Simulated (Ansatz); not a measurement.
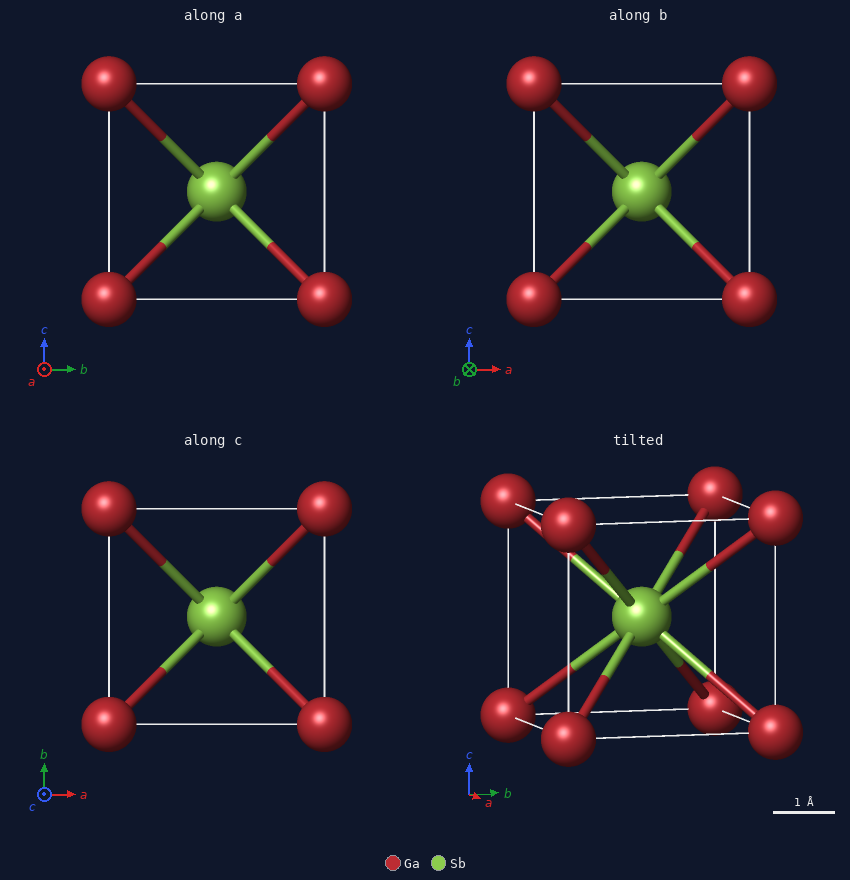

This ball-and-stick model is shown along the a axis, along the b axis, along the c axis and slightly off an axis. One conventional unit cell is framed, with atoms on its boundary repeated.

Lattice parameters: a = 3.559 Å, b = 3.559 Å, c = 3.559 Å, α = 90.00°, β = 90.00°, γ = 90.00°. Put a along x and b in the xy plane.

### Give the atomic positions as a POSCAR file.

```
Ga Sb
1.0
     3.559    0.000    0.000
     0.000    3.559    0.000
     0.000    0.000    3.559
Ga Sb
1 1
Direct
  0.0000 0.0000 0.0000
  0.5000 0.5000 0.5000
```

The structure comes from a structure type filled with these elements by a generator (whether the compound takes this form wasn't checked). Earlier steps of the study may have refined or changed the cell and positions. It was run through Ansatz as a DFT input.
